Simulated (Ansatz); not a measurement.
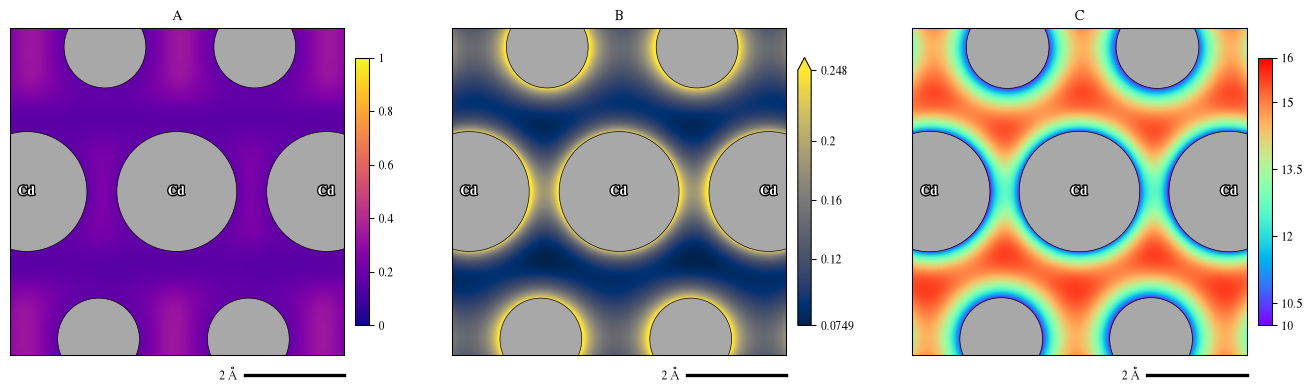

Cd: 3 fields on the (010) plane of the conventional cell, with unlabelled colour scales. Grey discs cover the atomic cores.

Space group P-1; changed on purpose from its base cell (all atoms moved at random, sigma 0.02 A a component, cell strained at random, sigma 0.01).

Method: DFT PBE, scalar-relativistic, plane waves, PAW in Ansatz 0.2.0.

**Match the panels to the quantities (electron localisation function, electrostatic potential energy of an electron and valence pseudo-density).**

Panel A: electron localisation function. Panel B: valence pseudo-density. Panel C: electrostatic potential energy of an electron (low next to the atoms, rising into the space between them). From the grid: Cd–Cd (3.01 Å): ρ is about 0.19 e/Å³ halfway; the ELF is about 0.25 at the midpoint; no shared electron pair shows on this line.
